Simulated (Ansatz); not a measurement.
Run report: WSe, geometry relaxation (part 2 of 2)

WSe (2 atoms in the cell); DFT PBE+U, scalar-relativistic, plane waves, PAW, Ueff = 6.2 eV on W d, spin-polarised (Ansatz 0.2.0); cutoff 420 eV, 12×12×12 k-mesh, Gaussian smearing of 0.1 eV, collinear spins. The structure was built on a prototype by a generator; it need not be a known phase.

Geometry of the input (Å; fractional positions):
```
3.5487  0.0000  0.0000
0.0000  3.5487  0.0000
0.0000  0.0000  3.5487
W  0.0000  0.0000  0.0000
Se 0.5000  0.5000  0.5000
```

```
basis re-selected at this cell: Δ(F+E_penalty+E_count) = +0.000e0 eV, ΔP = +0.000 GPa vs the last step (what re-selecting the basis moved, of the pressure what is left beyond the Pulay correction that the steps carried, after the strain that the cell walked since its last selection, with what the two solves' SCF thresholds leave and, on support functions, any second-order correction that the steps lacked; it is no measure of the basis error at this ecutwfc). This SCF's stress stands 3.44e-2 GPa from its target on what of the cell is left free (relax.cell.stress_tol is 5.00e-2 GPa) and its largest allowed force component is 1.68e-29 eV/Å (relax.f_tol is 1.00e-2 eV/Å): within both
SCF converged after 3 iterations
Magnetization: 3.9994 μB (16.9997 up, 13.0003 down)
Absolute magnetization: 4.9399 μB (∫|ρ↑−ρ↓|, with the PAW one-centre terms)
Spin contamination: 0.3703 ħ² per cell (⟨S²⟩ above its minimum at these occupations)
Per-site moments (μB) at R_I (Å): [(3.5595559834346404, 1.2677113555808948), (-0.4477450972573708, 1.2677113555808948)]
Free energy (F): -15847.427530 eV
Harris-Foulkes:  -15847.427530 eV  (|F-HF|=7.28e-12)
Internal energy: -15847.425359 eV  (E = F + TS)
E sigma→0 (E₀):  -15847.426444 eV
Entropy (-TS):   -0.002170 eV (-1.085 meV/atom)
Fermi energy:    12.985018 eV
--- Per-component energies (eV) ---
  E_band       = -529.894928
  E_kinetic    = 570.469654
  E_local      = -3052.835306  (includes V_loc(G=0)·N_el)
  E_nonlocal   = -588.851486
  E_hartree    = 1398.694832
  E_xc         = -369.236018
  E_vxc        = -334.540447  (∫ρ·V_xc dr)
  E_hubbard    = 1.938538  (on-site DFT+U / exact-exchange correction)
  E_vhub       = -11.050819  (the Hubbard potential's part of the band-sum identity)
  E_paw        = -10476.743023  (= ΣΔE_a)
  E_vpaw       = 89.524475  (= ΣTr[D̂ρ^β])
  E_aug_tail   = -0.000665  (compensation charges beyond the density's cutoff)
  E_ewald      = -3330.861885
  E_smearing   = -0.002170  (= −TS)
  E_closure    = -0.000000  (closes the sum)
  Σ components = -15847.427530   (vs F -15847.427530, Δ=0.00e0)
--- Forces (eV/Å), atoms counted from 1 ---
  atom   1  W     -0.00000000    -0.00000000     0.00000000
  atom   2  Se     0.00000000    -0.00000000    -0.00000000
  max |Σ_I F_I| component: 3.37e-29 eV/Å
--- Stress (GPa, compression-positive) ---
        0.034361       0.000000       0.000000
        0.000000       0.034361      -0.000000
        0.000000      -0.000000       0.034361
  P = ⅓ Tr σ = 0.0344 GPa (0.344 kbar)
--- Band table (eV; the first three rows and the last of 168) ---
  k-point 0 ↑: bands = ["-61.0769", "-35.2956", "-35.2956", "-35.2956", "-35.2949", "-35.2949", "-25.6280", "-25.6280", "-25.6280", "-1.4099", "7.1286", "7.1286", "10.7025", "10.7025", "10.7025", "11.2349", "11.2349", "11.2349", "11.3139", "21.3687"]
  k-point 1 ↑: bands = ["-61.0769", "-35.2956", "-35.2956", "-35.2955", "-35.2948", "-35.2948", "-25.6329", "-25.6276", "-25.6276", "-1.3543", "7.1228", "7.1584", "10.2450", "10.2510", "10.2510", "10.7142", "11.7350", "11.7350", "12.4096", "21.1148"]
  k-point 2 ↑: bands = ["-61.0769", "-35.2956", "-35.2956", "-35.2955", "-35.2948", "-35.2944", "-25.6462", "-25.6266", "-25.6266", "-1.1951", "6.9482", "7.2418", "9.6461", "9.6821", "9.6821", "10.7465", "12.4505", "12.4505", "13.4678", "20.5076"]
  k-point 83 ↓: bands = ["-59.4800", "-35.3593", "-35.3593", "-35.3593", "-35.3590", "-35.3590", "-23.5080", "-23.5080", "-23.5080", "0.2421", "8.5476", "8.5476", "8.5476", "16.1296", "16.1296", "16.1296", "18.8289", "19.6309", "19.6309", "19.6309"]
Occupation matrices written to [file]
--- Relaxed structure (1 steps of the walk, 1 accepted, 1 SCFs on fresh bases) ---
  F+E_penalty+E_count = -15847.42752951 eV   max|allowed force component| = 1.683e-29 eV/Å   (the final SCF, on the basis selected at the relaxed cell)
  cell:  # Å, volume = 44.6887 Å³
    - [3.5486714783, 0.0, 0.0]
    - [0.0, 3.5486714783, 0.0]
    - [0.0, 0.0, 3.5486714783]
  atoms:
    - { symbol: W, position: [0.0, 0.0, 0.0] }
    - { symbol: Se, position: [0.5, 0.5, 0.5] }
--- Löwdin populations: 2 sites ---
  site symbol       q [e]    m [muB]
     0      W     13.4313     4.5136
     1     Se     16.4298    -0.6083
  spilling = 0.004630 (of n_electrons = 30.000000)
```

File populations.tsv
```
# site	symbol	l	j	q_up	q_dn
# orbitals = lowdin
# n_electrons = 30.000000
# spilling = 0.004630
# projection_atom_W: [Kr 4d10 4f14] 5s2 5p6 5d4 6s2
# projection_atom_Se: [Ar] 3d10 4s2 4p4
0	W	0_5S	-	0.997537	0.997096
0	W	0_6S	-	0.411948	0.210147
0	W	1_5P	-	2.999256	2.998459
0	W	2_5D	-	4.563689	0.253143
1	Se	0_4S	-	0.983230	0.940157
1	Se	1_4P	-	1.927569	2.579034
1	Se	2_3D	-	4.999975	4.999856
```

Trajectory as extended XYZ (Å, eV, eV/Å), 2 frames, from step=1 to step=2
```
2
Lattice="3.5487 0.0000 0.0000 0.0000 3.5487 0.0000 0.0000 0.0000 3.5487" Properties=species:S:1:pos:R:3:forces:R:3 step=1 energy=-15847.42753 pressure_GPa=0.03
W     0.0000    0.0000    0.0000    0.0000   0.0000   0.0000
Se    1.7743    1.7743    1.7743    0.0000   0.0000   0.0000
2
Lattice="3.5487 0.0000 0.0000 0.0000 3.5487 0.0000 0.0000 0.0000 3.5487" Properties=species:S:1:pos:R:3:forces:R:3 step=2 energy=-15847.42753 pressure_GPa=0.03
W     0.0000    0.0000    0.0000    0.0000   0.0000   0.0000
Se    1.7743    1.7743    1.7743    0.0000   0.0000   0.0000
```

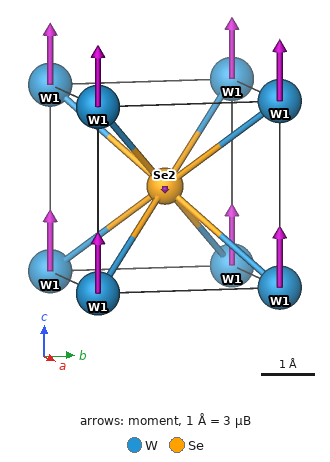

*Magnetic moments of the sites as pink arrows (ball-and-stick view of the cell of the calculation, seen slightly off an axis; atoms are numbered from 1 in the order of the input); small moments hardly show. The run is collinear, so the axis drawn is arbitrary.*

Site moments: W1 (3.56 μB); Se2 (−0.45 μB). They are counted near the atoms and needn't add up to the moment of the cell.

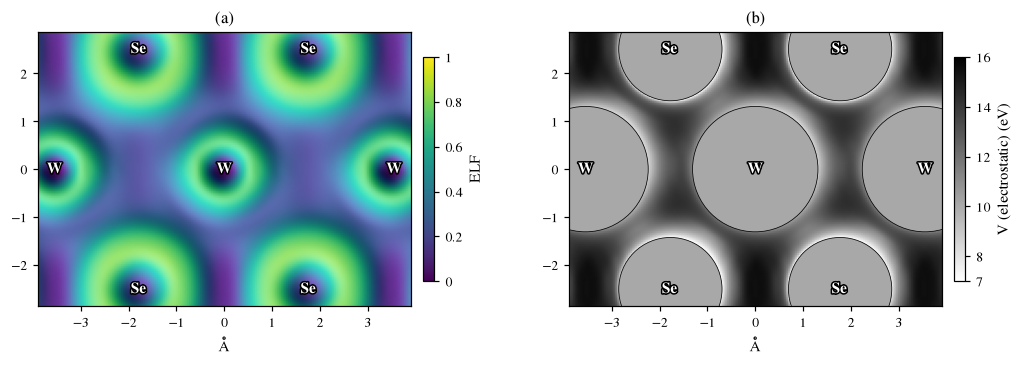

*(a) electron localisation function; (b) electrostatic potential energy of an electron on the (011) plane of the conventional cell of the magnetic structure. Grey discs, where drawn, cover atomic cores.*

The section cuts through W and Se sites. W–Se (3.07 Å): the ELF peaks at about 0.80 in the valence shell of Se, 0.8 Å from its nucleus, and drops to about 0.25 between the two atoms. The strong features right at W lie inside the PAW spheres (semicore, d or f shells) and say nothing about bonding. Outside the cores the potential energy rises away from the atoms and is highest about 1.8 Å from the nearest atoms; outside the discs it spans about 8 eV, and its zero is arbitrary. In a PAW calculation such maps are meaningful between the atoms, not at the nuclei.

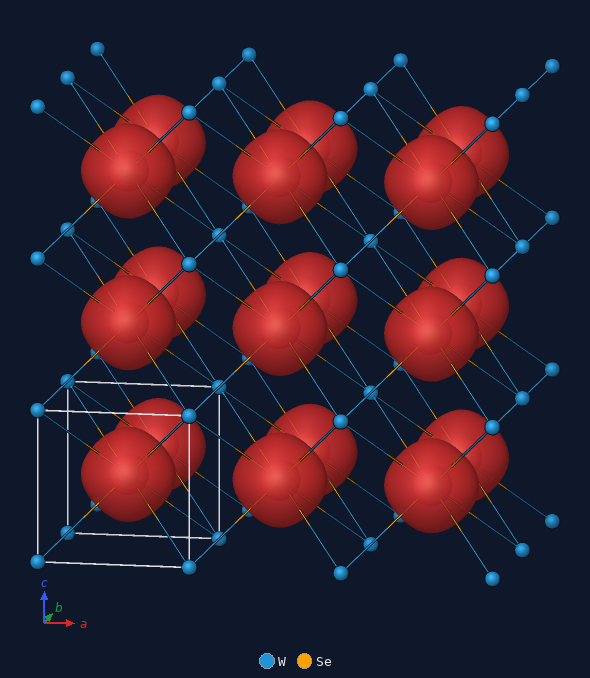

*Isosurfaces of the spin density (up minus down) at +0.05 (green) and −0.05 e/Å³ (red), seen slightly off an axis. Sticks mark near contacts. The outline is the cell set on symmetry axes of the magnetic structure.*

The cell of the calculation (2 atoms) carries 4.0 μB net.

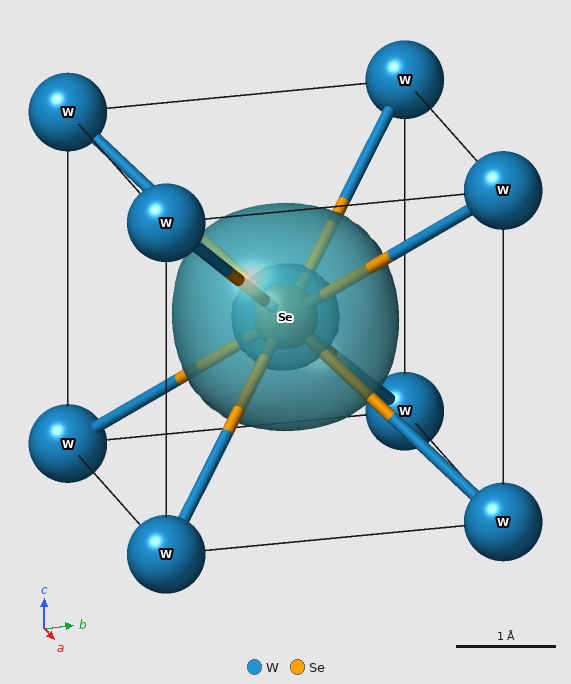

*Isosurface of the electron localisation function at 0.65 (cyan), seen at an oblique angle. Core shells and regions of very low density are left out. Sticks mark near contacts. The outline is the cell set on symmetry axes of the magnetic structure.*

Values along the shortest contacts: W–Se (3.07 Å): the ELF peaks at about 0.80 in the valence shell of Se, 0.8 Å from its nucleus, and drops to about 0.25 between the two atoms.
